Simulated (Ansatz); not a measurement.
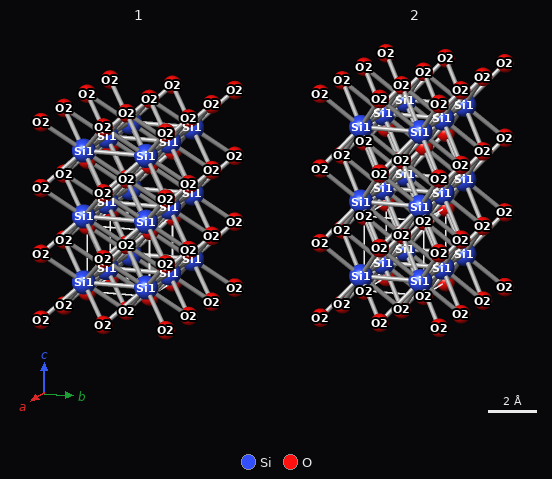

Two geometries of solid SiO (a generated structure, set up in P4/mmm) (coarse preliminary run), drawn at one scale. One is the start of a relaxation, the other its converged end. The picture is a ball-and-stick view of the cell of the calculation, repeated 3 × 2 × 3 with one cell outlined, seen slightly off an axis.

Method: DFT PBE, scalar-relativistic, plane waves, PAW in Ansatz. Settings: plane-wave cutoff 420 eV; k-point mesh 6 × 6 × 6; occupations gaussian; smearing width 0.1 eV; no spin polarisation; cell and atoms relaxed; force threshold 0.04 eV/Å; at most 70 steps.

> Which one is relaxed?

Structure 1 is the relaxed one. The energy falls by 85.0 meV per atom in 6 accepted moves (8 points after the start). All forces vanish by symmetry, so only the cell relaxes. Pressure: −7.52 GPa at the start and −0.02 GPa at the end. At 2 points the geometry stayed and the basis and grid were re-selected for the new cell (energy shift of 1.8 meV per atom at most each time). The atoms keep their places relative to the cell (all moves are under 0.005 Å). The drawn cell changes as follows: a = b 2.668 → 2.799 Å (+4.9 %), c 3.229 → 2.850 Å (−11.7 %); the volume changes by −2.8 %. Some distances before and after: Si1–Si1 3.229 → 2.850 Å, Si1–Si1 (another image) 2.668 → 2.799 Å, Si1–O2 2.483 → 2.439 Å. The space group stays P4/mmm (No. 123). Cost: 11 s on 1 thread of Intel(R) Xeon(R) Platinum 8259CL CPU @ 2.50GHz (Skylake/Cascade Lake), on a shared host, peak memory 0.33 GiB.

Limits of the set-up: the k-point mesh is coarse for a cell with partly filled bands.
